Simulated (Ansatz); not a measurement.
## Electronic structure of CdIn2O4 in real space

CdIn2O4, 56 atoms, a = 9.11 Å, b = 9.11 Å, c = 9.11 Å, α = 90.00°, β = 90.00°, γ = 90.00°.

Space group Fd-3m; not relaxed (largest force 0.8 eV/Å); computed pressure about 9 GPa in this cell.

All numbers below come from Ansatz, DFT, PAW plane waves, PBE.

Core electrons are frozen (PAW), and the valence fields are smoothed inside the atomic spheres.

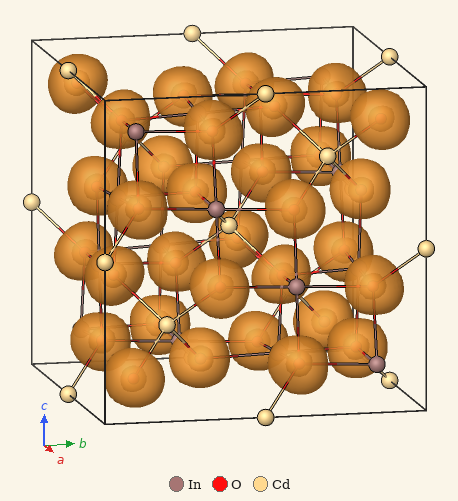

Figure 1. Isosurface of the ELF at 0.7 (orange), seen slightly off an axis. Core shells are left out. Sticks mark near contacts.

### What do the ELF domains correspond to?

At this value the surface marks out 32 regions wrapped around O (the valence shell of each), counted in one cell of 56 atoms. Regions shared between cells count once. Along the contacts the grid gives the following. Cd–O (2.13 Å): the ELF peaks at about 0.85 in the valence shell of O, 0.6 Å from its nucleus, and drops to about 0.10 between the two atoms: no localised pair shows between them. In–O (2.19 Å): the ELF peaks at about 0.85 in the valence shell of O, 0.6 Å from its nucleus, and is about 0.15 at the midpoint: no localised pair shows between them.

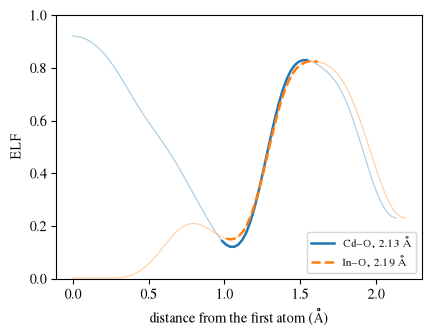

Figure 2. ELF along straight lines between neighbouring atoms. Thin, pale parts lie inside the atomic spheres.

### Compare the contacts.

In–O (2.19 Å): the ELF peaks at about 0.85 in the valence shell of O, 0.6 Å from its nucleus, and is about 0.15 at the midpoint (no localised pair shows between them).

### Which way does charge flow, and how much by Bader's partition?

Electrons move from In and Cd towards O. Bader charges: In +1.82, O −1.21 and Cd +1.23 e.
